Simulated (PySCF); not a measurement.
**Run report: C5H11N, excited-state calculation**

C5H11N (piperidine), computed with TDDFT PBE0/def2-SVPD, vertical, gas phase, core orbitals frozen in the response (PySCF 2.14.0).

The geometry comes from this level: GFN2-xTB.

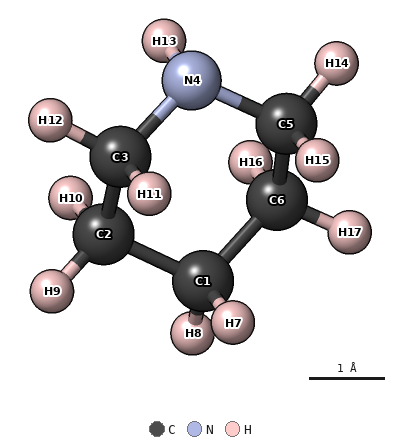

Figure 1. The structure (ball-and-stick view, seen at a tilt; atoms are numbered from 1 in the order of the input). Bond lengths as drawn: C–C 1.53 Å, C–H 1.09 Å, C–N 1.45 Å and H–N 1.02 Å.

Key numbers

| quantity | value |
| --- | --- |
| outcome | converged |
| total energy | −251.438090 hartree |
| HOMO | −6.18 eV |
| LUMO | 0.79 eV |
| dipole moment | 1.21 D |
| mean polarisability | 66.02 a.u. |
| lowest singlet excitation | 5.78 eV |
| hardware | 1 CPU thread, shared host |
| wall time | 30 s |
| peak memory | 0.85 GiB |

Input
```
{"job": {"kind": "uv", "xc": "PBE0", "basis": "def2-SVPD", "nstates": 6, "ntriplets": 2}, "charge": 0, "multiplicity": 1}
C      1.057832    -0.717110     0.418517
C     -0.081596    -1.346840    -0.381124
C     -1.380507    -0.573246    -0.124004
N     -1.266887     0.842397    -0.423957
C     -0.182697     1.453982     0.322626
C      1.169212     0.769886     0.085563
H      0.854364    -0.832154     1.486185
H      1.999586    -1.224998     0.198107
H     -0.209610    -2.393961    -0.101626
H      0.156731    -1.308808    -1.447986
H     -1.653885    -0.661093     0.932342
H     -2.196788    -0.985101    -0.722796
H     -1.092477     0.958779    -1.419164
H     -0.131477     2.510347     0.046835
H     -0.442472     1.390126     1.384104
H      1.455323     0.888836    -0.963448
H      1.938349     1.240988     0.699916
```

The first line tells a small driver script what to run in PySCF; the rest is the geometry in Å.

Command:
```bash
OMP_NUM_THREADS=1 python <driver script> task.json out
```

Output
```
coarse grid: 13312 points
cycle   1  E = -251.3615217292  dE =  5.818e-01  |g| = 3.778e-01  |ddm| = 5.682e+00
cycle   2  E = -251.3514984920  dE =  1.002e-02  |g| = 4.476e-01  |ddm| = 2.796e+00
cycle   3  E = -251.4017444279  dE = -5.025e-02  |g| = 5.292e-02  |ddm| = 1.323e+00
cycle   4  E = -251.4023059234  dE = -5.615e-04  |g| = 1.482e-02  |ddm| = 1.549e-01
cycle   5  E = -251.4023426648  dE = -3.674e-05  |g| = 8.122e-03  |ddm| = 4.928e-02
cycle   6  E = -251.4023575704  dE = -1.491e-05  |g| = 7.017e-04  |ddm| = 3.046e-02
cycle   7  E = -251.4023576776  dE = -1.073e-07  |g| = 2.433e-04  |ddm| = 1.713e-03
final grid: 126128 points
cycle   8  E = -251.4380728408  dE = -6.323e-05  |g| = 8.181e-03  |ddm| = 1.472e-01
cycle   9  E = -251.4380644726  dE =  8.368e-06  |g| = 1.011e-02  |ddm| = 4.081e-02
cycle  10  E = -251.4380902861  dE = -2.581e-05  |g| = 7.419e-04  |ddm| = 2.025e-02
cycle  11  E = -251.4380904052  dE = -1.192e-07  |g| = 2.026e-04  |ddm| = 2.513e-03
cycle  12  E = -251.4380904122  dE = -6.977e-09  |g| = 1.018e-04  |ddm| = 8.110e-04
cycle  13  E = -251.4380904145  dE = -2.257e-09  |g| = 3.191e-06  |ddm| = 3.985e-04
cycle  14  E = -251.4380904145  dE = -2.160e-12  |g| = 1.851e-06  |ddm| = 1.303e-05
```

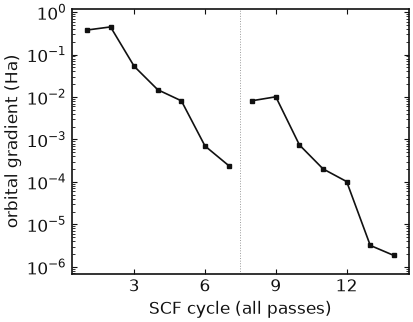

Figure 2. Convergence of the self-consistent field: orbital gradient against the SCF cycle. The dotted line marks the change from a coarse to the final integration grid. The first 7 cycles use a coarse grid, the final grid takes over at cycle 8, and the field converges after 14 cycles in all.

```
converged SCF energy = -251.4380904145

Static polarisability (au): isotropic 66.024, principal 60.190 67.532 70.348

Singlet excitations
state   eV       nm        f      main configurations
  1   5.7814    214.5   0.00721   H->L 0.90
  2   6.3149    196.3   0.01982   H->L+1 0.94
  3   6.5439    189.5   0.02904   H->L+2 0.98
  4   6.6859    185.4   0.00040   H->L+3 0.92
  5   7.3705    168.2   0.00060   H->L+5 0.93
  6   7.4346    166.8   0.00380   H->L+4 0.98

Triplet excitations (Tamm-Dancoff, eV): 5.5990 6.2037
```

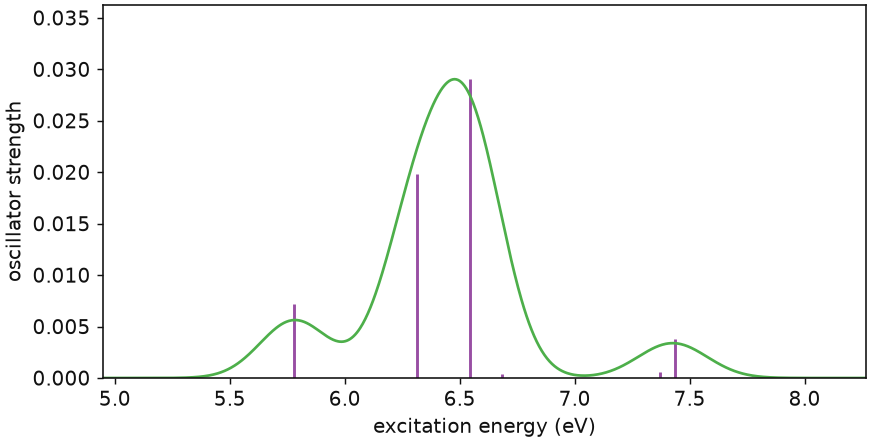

Figure 3. Computed excitations as sticks (degenerate states added up, dark ones marked on the axis), with a Gaussian envelope of 0.35 eV full width at half maximum, scaled to the tallest. Of the 6 states the lowest lies at 5.78 eV (f = 0.007); the strongest line is at 6.54 eV, or 189 nm (f = 0.029).

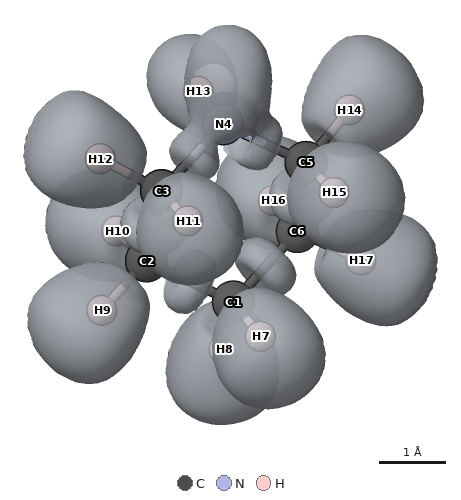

Figure 4. Isosurface of the electron localisation function at 0.75 (grey), seen at a tilt. Only the valence region is drawn (cores and ρ < 0.01 e/Å³ removed). Profiles from the grid: C–N (1.45 Å): the ELF peaks at about 0.95 between the atoms, which marks a shared electron pair.

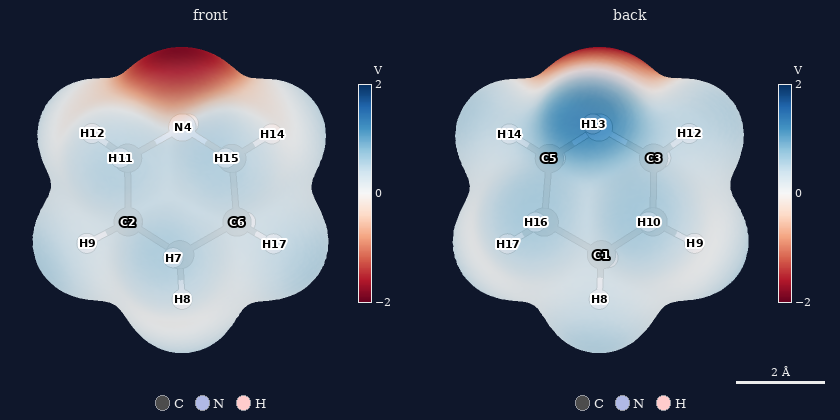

Figure 5. The electrostatic potential painted on the density surface at 0.002 e/bohr³, seen face on and from behind; red is negative and blue positive.

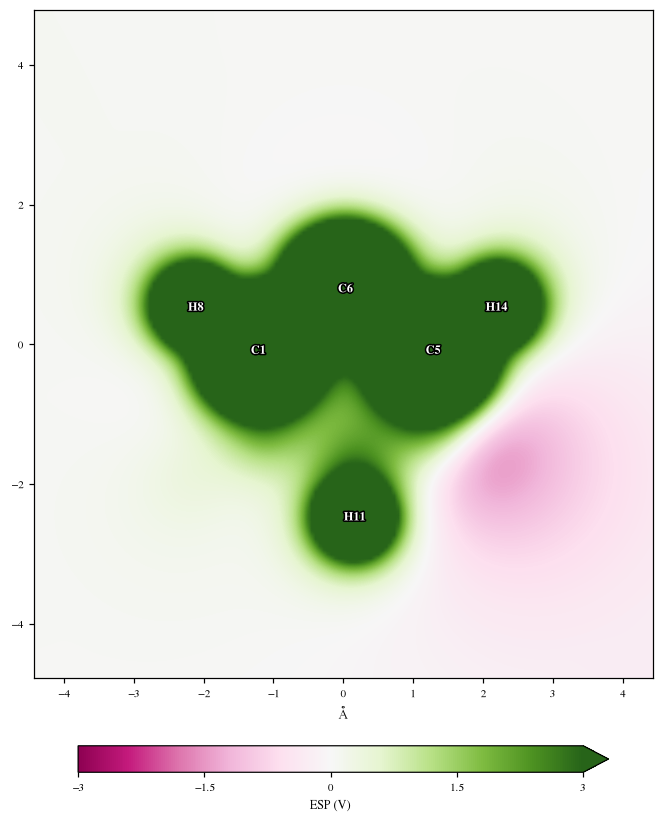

Figure 6. Molecular electrostatic potential on the plane of atoms C1, C6 and C5. The section cuts through C and H sites.
